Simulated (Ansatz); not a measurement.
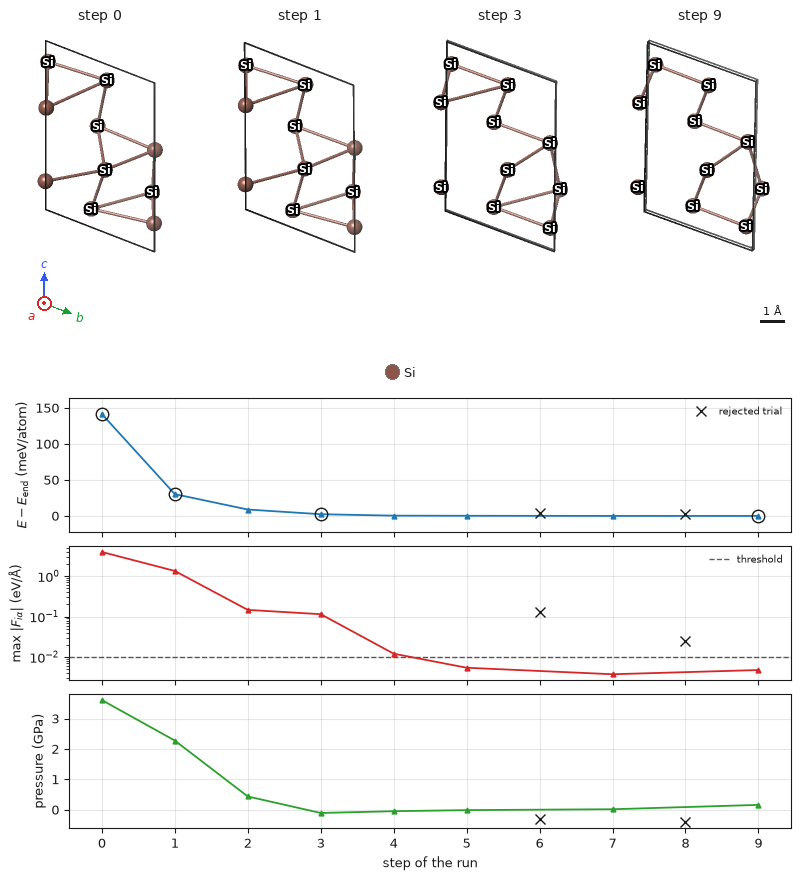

Frames of a relaxation of a crystal of Si (set up in P1), marked on the history of the run. The picture is a ball-and-stick view of the cell of the calculation, seen along the a axis.

Case: a zone-boundary wave of random shape, sigma 0.1 Å; relaxed back.

Level of theory: DFT r2SCAN, scalar-relativistic, plane waves, PAW (Ansatz 0.2.0).

The input:
```yaml
crystal:
  lattice:
    - [2.4503381361, -2.6709151058, 0.0]
    - [-2.4503381361, 0.0, -4.6491148917]
    - [4.9006762722, 5.3418302117, 0.0]
  atoms:
    - { symbol: Si, position: [0.2614383642, -0.0202088113, 0.3478299304] }
    - { symbol: Si, position: [0.2799420704, 0.0202088113, 0.8814798524] }
    - { symbol: Si, position: [0.6901703525, -0.0040306718, 0.1669640352] }
    - { symbol: Si, position: [0.7684492129, 0.0040306718, 0.603726182] }
    - { symbol: Si, position: [0.2230891188, 0.4190583663, 0.1091737979] }
    - { symbol: Si, position: [0.2244339308, 0.4759877327, 0.6145877269] }
    - { symbol: Si, position: [0.755302165, 0.5437491052, 0.3710465518] }
    - { symbol: Si, position: [0.7971747854, 0.5612047958, 0.9051919234] }
basis:
  ecutwfc: 500
kpoints:
  mp_grid: { grid: [10, 8, 6] }
hamiltonian:
  xc: r2scan
scf:
  occupations: { method: gaussian, width: 0.15 }
output:
  forces: true
  stress: true
  eigenvalues: true
  write_density: true
  write_potential: true
  elf: true
  volumetric_format: npy
relax:
  adjacent_minimum: "off"
  f_tol: 0.01
  max_steps: 80
  cell: { stress_tol: 0.1 }
```

Run as
```bash
ansatz run input.yaml --threads 2 --pin off --max-ram 5120MiB --backend cpu --events-out ev --progress --plain --runs-dir out
```

> Describe the path.

The run was cut off at its time limit before the relaxation converged, so the last structure is only a point on the way. The atom that moves furthest relative to the cell is Si4 (0.47 Å roughly along [−3 −3 1]). The drawn cell changes at constant volume: a 3.625 → 3.642 Å (+0.5 %), b 5.255 → 5.216 Å (−0.7 %), c 7.249 → 7.285 Å (+0.5 %), α 108.4° → 105.4°, β 94.9° → 97.7°, γ 108.4° → 109.7°. Near-neighbour distances that change, for instance: Si4–Si8 3.677 → 3.079 Å, Si4–Si7 3.598 → 3.079 Å, Si1–Si6 3.556 → 3.079 Å, Si1–Si4 2.686 → 3.134 Å. Bond angles that change, for instance: Si3–Si1–Si6 121.3° → 151.2°, Si1–Si4–Si2 177.5° → 147.6°, Si1–Si3–Si5 133.3° → 104.1°. Within 0.06 Å the space group is P1 at the start and Imma at the end; at a tighter tolerance small leftover displacements or strains of the cell lower it. Over 7 accepted moves (9 points after the start) the energy falls by 142 meV per atom. The largest force component goes from 4 to 0.0048 eV/Å. Pressure: 3.61 GPa at the start and 0.16 GPa at the end. The line search rejected the trial steps at points 6, 8 of the run. From step 0 to 1: Si4 moves most (0.17 Å), volume −1.4 %, energy −111 meV per atom. From step 1 to 3: Si4 moves most (0.30 Å), volume +2.0 %, energy −27.9 meV per atom. From step 3 to 9: Si atoms move most (0.14 Å), volume −0.6 %, energy −2.4 meV per atom.

| step | E − E(0), meV/atom | largest force component, eV/Å | pressure, GPa | volume, Å³/atom | note |
| --- | --- | --- | --- | --- | --- |
| 0 | 0.00 | 3.9694 | 3.61 | 15.213 |  |
| 1 | -111.21 | 1.3461 | 2.28 | 14.996 |  |
| 2 | -132.61 | 0.1465 | 0.44 | 15.132 |  |
| 3 | -139.11 | 0.1146 | -0.11 | 15.303 |  |
| 4 | -141.11 | 0.0121 | -0.05 | 15.260 |  |
| 5 | -141.29 | 0.0054 | -0.01 | 15.255 |  |
| 6 | -137.88 | 0.1272 | -0.30 | 15.226 | rejected |
| 7 | -141.48 | 0.0037 | 0.02 | 15.247 |  |
| 8 | -139.42 | 0.0251 | -0.41 | 15.242 | rejected |
| 9 | -141.51 | 0.0048 | 0.16 | 15.210 |  |
